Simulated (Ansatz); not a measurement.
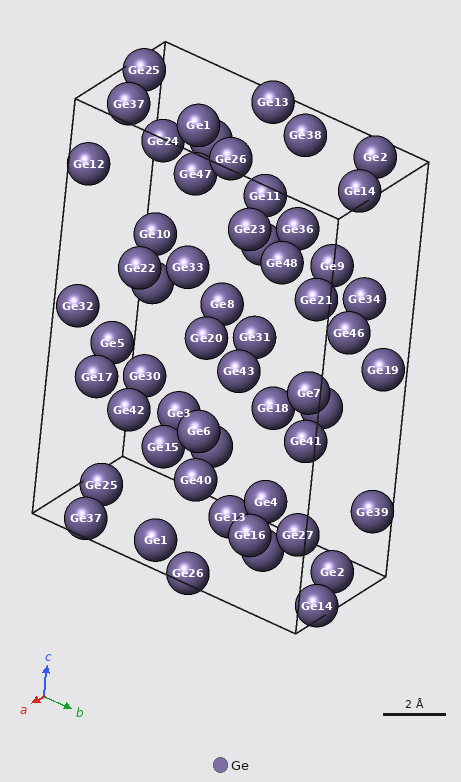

The structure (spheres-only view of the cell of the calculation, seen slightly off an axis; atoms are numbered from 1 in the order of the input). An atom can appear more than once, as a periodic image.

Ge: single-point calculation (part 1 of 2)

- system: Ge (48 atoms in the cell)
- method: DFT PBE, scalar-relativistic, plane waves, PAW, no spin polarisation (Ansatz 0.2.0)

The structure derives from a Materials Project entry. Figures and captions count atoms from 1; the log counts them from 0 in places.

**The input**
```yaml
crystal:
  lattice:
    - [-5.996379, 3.462011, 6.599378]
    - [5.996379, -3.462011, 6.599378]
    - [5.996379, 10.386033, -6.599378]
  atoms:
    - { symbol: Ge, position: [0.698117, 0.364784, 0.0] }
    - { symbol: Ge, position: [0.198117, 0.864784, 0.0] }
    - { symbol: Ge, position: [0.03145, 0.198117, 0.166667] }
    - { symbol: Ge, position: [0.53145, 0.698117, 0.166667] }
    - { symbol: Ge, position: [0.364784, 0.031451, 0.333333] }
    - { symbol: Ge, position: [0.864784, 0.531451, 0.333333] }
    - { symbol: Ge, position: [0.698117, 0.864784, 0.5] }
    - { symbol: Ge, position: [0.198117, 0.364784, 0.5] }
    - { symbol: Ge, position: [0.03145, 0.698117, 0.666667] }
    - { symbol: Ge, position: [0.53145, 0.198117, 0.666667] }
    - { symbol: Ge, position: [0.364784, 0.531451, 0.833333] }
    - { symbol: Ge, position: [0.864784, 0.031451, 0.833333] }
    - { symbol: Ge, position: [0.114784, 0.448117, 0.0] }
    - { symbol: Ge, position: [0.614784, 0.948117, 0.0] }
    - { symbol: Ge, position: [0.448117, 0.28145, 0.166667] }
    - { symbol: Ge, position: [0.948117, 0.78145, 0.166667] }
    - { symbol: Ge, position: [0.781451, 0.114784, 0.333333] }
    - { symbol: Ge, position: [0.281451, 0.614784, 0.333333] }
    - { symbol: Ge, position: [0.114784, 0.948117, 0.5] }
    - { symbol: Ge, position: [0.614784, 0.448117, 0.5] }
    - { symbol: Ge, position: [0.448117, 0.78145, 0.666667] }
    - { symbol: Ge, position: [0.948117, 0.28145, 0.666667] }
    - { symbol: Ge, position: [0.781451, 0.614784, 0.833333] }
    - { symbol: Ge, position: [0.281451, 0.114784, 0.833333] }
    - { symbol: Ge, position: [0.385216, 0.051883, 0.0] }
    - { symbol: Ge, position: [0.885216, 0.551883, 0.0] }
    - { symbol: Ge, position: [0.718549, 0.885216, 0.166667] }
    - { symbol: Ge, position: [0.218549, 0.385216, 0.166667] }
    - { symbol: Ge, position: [0.051883, 0.71855, 0.333333] }
    - { symbol: Ge, position: [0.551883, 0.21855, 0.333333] }
    - { symbol: Ge, position: [0.385216, 0.551883, 0.5] }
    - { symbol: Ge, position: [0.885216, 0.051883, 0.5] }
    - { symbol: Ge, position: [0.718549, 0.385216, 0.666667] }
    - { symbol: Ge, position: [0.218549, 0.885216, 0.666667] }
    - { symbol: Ge, position: [0.051883, 0.21855, 0.833333] }
    - { symbol: Ge, position: [0.551883, 0.71855, 0.833333] }
    - { symbol: Ge, position: [0.801883, 0.135216, 0.0] }
    - { symbol: Ge, position: [0.301883, 0.635216, 0.0] }
    - { symbol: Ge, position: [0.135216, 0.968549, 0.166667] }
    - { symbol: Ge, position: [0.635216, 0.468549, 0.166667] }
    - { symbol: Ge, position: [0.46855, 0.801883, 0.333333] }
    - { symbol: Ge, position: [0.96855, 0.301883, 0.333333] }
    - { symbol: Ge, position: [0.801883, 0.635216, 0.5] }
    - { symbol: Ge, position: [0.301883, 0.135216, 0.5] }
    - { symbol: Ge, position: [0.135216, 0.468549, 0.666667] }
    - { symbol: Ge, position: [0.635216, 0.968549, 0.666667] }
    - { symbol: Ge, position: [0.46855, 0.301883, 0.833333] }
    - { symbol: Ge, position: [0.96855, 0.801883, 0.833333] }
basis:
  ecutwfc: 420
  fft_grid_basis: typed
kpoints:
  mp_grid: { grid: [2, 2, 2] }
hamiltonian:
  xc: pbe
  pseudopotentials: { kind: paw }
scf:
  occupations: { method: gaussian, width: 0.05 }
output:
  forces: true
  stress: false
  eigenvalues: true
  bader: false
  write_density: true
  volumetric_format: npy
```

Launched with:
```bash
ansatz run input.yaml --threads 8 --pin off --max-ram 16384MiB --backend cpu --events-out ev --progress --plain --runs-dir out
```

**What the program printed**
```
Warning: the atoms were moved onto the symmetric positions of the space group found under crystal.symmetry.tolerance 1.0e-5 (fractional; no operation is sought that the atoms, as they stand in a round, miss by more than twice it, and no atom is moved by as much as it), and the run uses the moved positions. Before a round's move an operation carried an atom to 1.54e-5 Å from where it should land, the largest such distance. Atom 2 (counting from 0) moved farthest, by 7.72e-6 Å; the longest move in fractions of the cell, of whichever atom, is 0.05 of the tolerance, in 1 round. To run the atoms as typed, lower crystal.symmetry.tolerance until the operations that they miss are no longer found, or set crystal.symmetry.detect: false (a key that needs symmetry detection or time reversal refuses this as the deck is read). The positions used, in the order of the run's atom list: position: [0.698117, 0.364784, 0.0]; position: [0.198117, 0.864784, 0.0]; position: [0.03145033333333334, 0.1981173333333333, 0.16666666666666666]; position: [0.5314503333333334, 0.6981173333333334, 0.16666666666666666]; position: [0.3647836666666667, 0.03145066666666669, 0.3333333333333333]; position: [0.8647836666666666, 0.5314506666666666, 0.3333333333333333]; position: [0.698117, 0.864784, 0.5]; position: [0.198117, 0.364784, 0.5]; position: [0.03145033333333334, 0.6981173333333334, 0.6666666666666666]; position: [0.5314503333333334, 0.1981173333333333, 0.6666666666666666]; position: [0.3647836666666667, 0.5314506666666666, 0.8333333333333334]; position: [0.8647836666666666, 0.03145066666666669, 0.8333333333333334]; position: [0.114784, 0.448117, 0.0]; position: [0.614784, 0.948117, 0.0]; position: [0.4481173333333333, 0.28145033333333336, 0.16666666666666666]; position: [0.9481173333333334, 0.7814503333333334, 0.16666666666666666]; position: [0.7814506666666666, 0.11478366666666666, 0.3333333333333333]; position: [0.2814506666666667, 0.6147836666666666, 0.3333333333333333]; position: [0.114784, 0.948117, 0.5]; position: [0.614784, 0.448117, 0.5]; position: [0.4481173333333333, 0.7814503333333334, 0.6666666666666666]; position: [0.9481173333333334, 0.28145033333333336, 0.6666666666666666]; position: [0.7814506666666666, 0.6147836666666666, 0.8333333333333334]; position: [0.2814506666666667, 0.11478366666666666, 0.8333333333333334]; position: [0.385216, 0.051883, 0.0]; position: [0.885216, 0.551883, 0.0]; position: [0.7185493333333334, 0.8852163333333334, 0.16666666666666666]; position: [0.21854933333333332, 0.3852163333333333, 0.16666666666666666]; position: [0.0518826666666667, 0.7185496666666666, 0.3333333333333333]; position: [0.5518826666666666, 0.21854966666666667, 0.3333333333333333]; position: [0.385216, 0.551883, 0.5]; position: [0.885216, 0.051883, 0.5]; position: [0.7185493333333334, 0.3852163333333333, 0.6666666666666666]; position: [0.21854933333333332, 0.8852163333333334, 0.6666666666666666]; position: [0.0518826666666667, 0.21854966666666667, 0.8333333333333334]; position: [0.5518826666666666, 0.7185496666666666, 0.8333333333333334]; position: [0.801883, 0.135216, 0.0]; position: [0.301883, 0.635216, 0.0]; position: [0.13521633333333333, 0.9685493333333334, 0.16666666666666666]; position: [0.6352163333333334, 0.4685493333333333, 0.16666666666666666]; position: [0.46854966666666664, 0.8018826666666666, 0.3333333333333333]; position: [0.9685496666666666, 0.3018826666666667, 0.3333333333333333]; position: [0.801883, 0.635216, 0.5]; position: [0.301883, 0.135216, 0.5]; position: [0.13521633333333333, 0.4685493333333333, 0.6666666666666666]; position: [0.6352163333333334, 0.9685493333333334, 0.6666666666666666]; position: [0.46854966666666664, 0.3018826666666667, 0.8333333333333334]; position: [0.9685496666666666, 0.8018826666666666, 0.8333333333333334]; The lattice was moved too: crystal.lattice keeps the space group found at crystal.symmetry.tolerance 1.0e-5 only nearly: the operation that it misses by the most changes a squared length by the fraction 1.49e-8. The run uses the lattice that is a stretch of the typed one, with no rotation, onto the one that keeps every operation to a double's rounding (on a very oblique basis the stretch itself rounds by more); the deck's lattice vector that moved farthest moved by 4.47e-8 Å. To run the lattice as typed, set crystal.symmetry.tolerance under 1.49e-8, the least fraction by which an operation that the lattice misses changes a squared length (the same key also sets how far an atom may lie from its image, so lowering it can lose operations that the atoms keep only within it), or set crystal.symmetry.detect: false, as for the atoms. crystal.lattice made exact, in Å and degrees: [[-5.996378987090584, 3.462011022359764, 6.599378], [5.996378987090584, -3.462011022359764, 6.599378], [5.996378961271752, 10.386033022359763, -6.599378]]. Pasted over the deck's crystal.lattice, beside positions in fractional coordinates, it runs the same cell (given as lengths and angles, that cell in the form's own orientation, a rigid turn of the misfit's size from the one run here, for which a checkpoint.post_process_only pass over this run's state can be refused: where this run relaxes nothing, give such a pass this deck's own crystal.lattice, as typed; behind a relaxation, as crystal.lattice, the state's own cell, identity.cell in its checkpoint.json), and a matrix so pasted ends this notice, except on a very skew basis of the lattice, where the rounding of the pasted numbers themselves can read as a misfit: the cell is then moved again, and that move is told again. The lattice as run is in this notice's lattice.as_run_ang field (Run.prep()["deck_notices"] in Python, the deck_notice line of an events file, deck_notices of ansatz run --dry-run=json, or deck_notices in record.json in the deck's checkpoint.write directory).
Engine: ansatz 0.2.0, aarch64-unknown-linux-gnu
Pseudopotentials: kind: paw
Pseudopotential: Ge, paw, valence charge 14, recommended cutoff 420 eV (normal), Ge.paw.azcp
Functional definition: PBE
  parameter kappa = 0.804
  parameter beta = 0.06672455060314922
  exchange = pbe_x(kappa = kappa, mu = beta*pi^2/3)
  correlation = pbe_c(beta = beta)
Crystal: 48 atoms, lattice volume = 1096.000 Å³
Basis set: ecut = 420 eV, 21365 PW (Γ), exchange–correlation on 128×128×192 points (8 copies of the dense FFT grid, shifted against one another)
Bands: 404, of which v1, the nominal top of the filled ones, is band 336 counted from 1 (335 counted from 0)
Symmetry: 96 space group operations
Space group: P63/mmc (ITA 194), of the structure as read, at distance tolerance 1.0e-4 Å
k-points: 5 of 8
Non-local potential: Ge, projectors of the file, l = 0: 2, l = 1: 2, l = 2: 3, l = 3: 1
PAW form: soft (Blöchl's): semilocal exchange-correlation on the pseudo side does not see the compensation charge
PAW one-centre angular grid: Ge, 590 points (default); XC on 64 Gauss nodes
Initial density: superposition of atomic densities (neutral atoms: chi_scale 0, normalization atom), corrected by the library's trained network
Initial wavefunctions: pseudopotential atomic-orbital guess
Functional: x = pbe(κ = 0.804, μ = 0.2195149727645171), c = pbe(β = 0.06672455060314922)
SCF iter   1: F=—  HF=-206157.851680 eV  |F-HF|=—  |Δ(HF+E_count)|=         —  Δρ=1.24e-3  dr2=1.76e-2  ethr=1.77e-3  ⟨swp⟩=6.0  Hψ=7021  notcnv=0  defer=22
preconditioner: auto → LDOS  [insulator: Δε(μ)=0.118 eV  Ē_g=22.397 eV  σ=0.050 eV  W_gap=0.90  n_scr=300 (ndim 8)  ℏωp=29.1 eV  f_vac=0.073  D(μ)=1.98/eV (n_scr^D=2)  ε∞_Penn≈2.7  β→1.0]
SCF iter   2: F=—  HF=-206157.841785 eV  |F-HF|=—  |Δ(HF+E_count)|=   9.90e-3  Δρ=1.26e-3  dr2=9.38e-3  ethr=2.62e-6  ⟨swp⟩=2.0  Hψ=4035  notcnv=0  defer=83
SCF iter   3: F=—  HF=-206157.830517 eV  |F-HF|=—  |Δ(HF+E_count)|=   1.13e-2  Δρ=1.88e-4  dr2=4.05e-4  ethr=1.40e-6  ⟨swp⟩=2.0  Hψ=3405  notcnv=0  defer=47
automatic band count: iteration 3 solves 389 bands in place of 404: the levels show a gap, and the empty bands left out lie too high to hold charge; the band table lists the bands solved (type scf.n_extra_bands for more)
SCF iter   4: F=—  HF=-206157.830198 eV  |F-HF|=—  |Δ(HF+E_count)|=   3.19e-4  Δρ=4.77e-5  dr2=2.49e-5  ethr=6.03e-8  ⟨swp⟩=2.0  Hψ=3405  notcnv=0  defer=47
SCF iter   5: F=—  HF=-206157.830220 eV  |F-HF|=—  |Δ(HF+E_count)|=   2.25e-5  Δρ=9.63e-6  dr2=9.75e-7  ethr=3.70e-9  ⟨swp⟩=2.0  Hψ=3405  notcnv=0  defer=47
SCF iter   6: F=—  HF=-206157.830220 eV  |F-HF|=—  |Δ(HF+E_count)|=   5.28e-7  Δρ=3.76e-6  dr2=9.51e-8  ethr=1.49e-11  ⟨swp⟩=8.4  Hψ=7296  notcnv=0
SCF iter   7: F=-206157.830219 eV  HF=-206157.830220 eV  |F-HF|=3.67e-9  |Δ(HF+E_count)|=   1.01e-7  Δρ=5.53e-7  dr2=2.11e-9  ethr=1.42e-11  ⟨swp⟩=3.0  Hψ=5325  notcnv=0
SCF 1 converged in 7 iterations: F = -206157.830219 eV  dr2 = 2.11e-9
  greatest PAW one-centre occupation: 0.998 electrons in one spin orbital (limit 2), on the Ge atom at site 35 (counted from 0), in its partial waves of l = 2
```

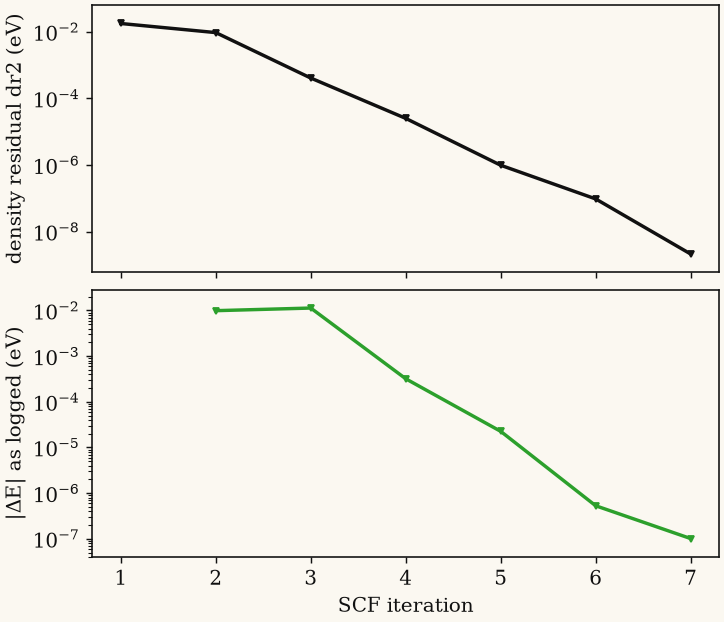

Convergence of the self-consistent field: density residual dr2 and size of the energy change against the SCF iteration. The residual falls at every step.

```
SCF converged after 7 iterations
Free energy (F): -206157.830219 eV
Harris-Foulkes:  -206157.830220 eV  (|F-HF|=3.67e-9)
Internal energy: -206157.828128 eV  (E = F + TS)
E sigma→0 (E₀):  -206157.829174 eV
Entropy (-TS):   -0.002092 eV (-0.044 meV/atom)
Fermi energy:    8.562844 eV
--- Per-component energies (eV) ---
  E_band       = -7228.443052
  E_kinetic    = 5351.863831
  E_local      = -119045.611145  (includes V_loc(G=0)·N_el)
  E_nonlocal   = 20088.571404
  E_hartree    = 52248.715479
  E_xc         = -3628.650072
  E_vxc        = -3102.948104  (∫ρ·V_xc dr)
  E_paw        = -96952.031108  (= ΣΔE_a)
  E_vpaw       = -15017.753790  (= ΣTr[D̂ρ^β])
  E_aug_tail   = 0.017356  (compensation charges beyond the density's cutoff)
  E_ewald      = -64220.703873
  E_smearing   = -0.002092  (= −TS)
  E_closure    = 0.000000  (closes the sum)
  Σ components = -206157.830219   (vs F -206157.830219, Δ=0.00e0)
--- Forces (eV/Å), atoms counted from 1 ---
  atom   1  Ge    -0.01421914     0.00820942     0.03752601
  atom   2  Ge    -0.01421914     0.00820942     0.03752601
  atom   3  Ge    -0.01421914     0.00820942     0.03752601
  atom   4  Ge    -0.01421914     0.00820942     0.03752601
  atom   5  Ge    -0.01421914     0.00820942     0.03752601
  atom   6  Ge    -0.01421914     0.00820942     0.03752601
  atom   7  Ge    -0.01421914     0.00820942     0.03752601
  atom   8  Ge    -0.01421914     0.00820942     0.03752601
  atom   9  Ge    -0.01421914     0.00820942     0.03752601
  atom  10  Ge    -0.01421914     0.00820942     0.03752601
  atom  11  Ge    -0.01421914     0.00820942     0.03752601
  atom  12  Ge    -0.01421914     0.00820942     0.03752601
  atom  13  Ge     0.01421914    -0.00820942     0.03752601
  atom  14  Ge     0.01421914    -0.00820942     0.03752601
  atom  15  Ge     0.01421914    -0.00820942     0.03752601
  atom  16  Ge     0.01421914    -0.00820942     0.03752601
  atom  17  Ge     0.01421914    -0.00820942     0.03752601
  atom  18  Ge     0.01421914    -0.00820942     0.03752601
  atom  19  Ge     0.01421914    -0.00820942     0.03752601
  atom  20  Ge     0.01421914    -0.00820942     0.03752601
  atom  21  Ge     0.01421914    -0.00820942     0.03752601
  atom  22  Ge     0.01421914    -0.00820942     0.03752601
  atom  23  Ge     0.01421914    -0.00820942     0.03752601
  atom  24  Ge     0.01421914    -0.00820942     0.03752601
  atom  25  Ge    -0.01421914     0.00820942    -0.03752601
  atom  26  Ge    -0.01421914     0.00820942    -0.03752601
  atom  27  Ge    -0.01421914     0.00820942    -0.03752601
  atom  28  Ge    -0.01421914     0.00820942    -0.03752601
  atom  29  Ge    -0.01421914     0.00820942    -0.03752601
  atom  30  Ge    -0.01421914     0.00820942    -0.03752601
  atom  31  Ge    -0.01421914     0.00820942    -0.03752601
  atom  32  Ge    -0.01421914     0.00820942    -0.03752601
  atom  33  Ge    -0.01421914     0.00820942    -0.03752601
  atom  34  Ge    -0.01421914     0.00820942    -0.03752601
  atom  35  Ge    -0.01421914     0.00820942    -0.03752601
  atom  36  Ge    -0.01421914     0.00820942    -0.03752601
  atom  37  Ge     0.01421914    -0.00820942    -0.03752601
  atom  38  Ge     0.01421914    -0.00820942    -0.03752601
  atom  39  Ge     0.01421914    -0.00820942    -0.03752601
  atom  40  Ge     0.01421914    -0.00820942    -0.03752601
  atom  41  Ge     0.01421914    -0.00820942    -0.03752601
  atom  42  Ge     0.01421914    -0.00820942    -0.03752601
  atom  43  Ge     0.01421914    -0.00820942    -0.03752601
  atom  44  Ge     0.01421914    -0.00820942    -0.03752601
  atom  45  Ge     0.01421914    -0.00820942    -0.03752601
  atom  46  Ge     0.01421914    -0.00820942    -0.03752601
  atom  47  Ge     0.01421914    -0.00820942    -0.03752601
  atom  48  Ge     0.01421914    -0.00820942    -0.03752601
  max |Σ_I F_I| component: 5.20e-16 eV/Å
--- Band table (eV; the first three rows and the last of 5) ---
```
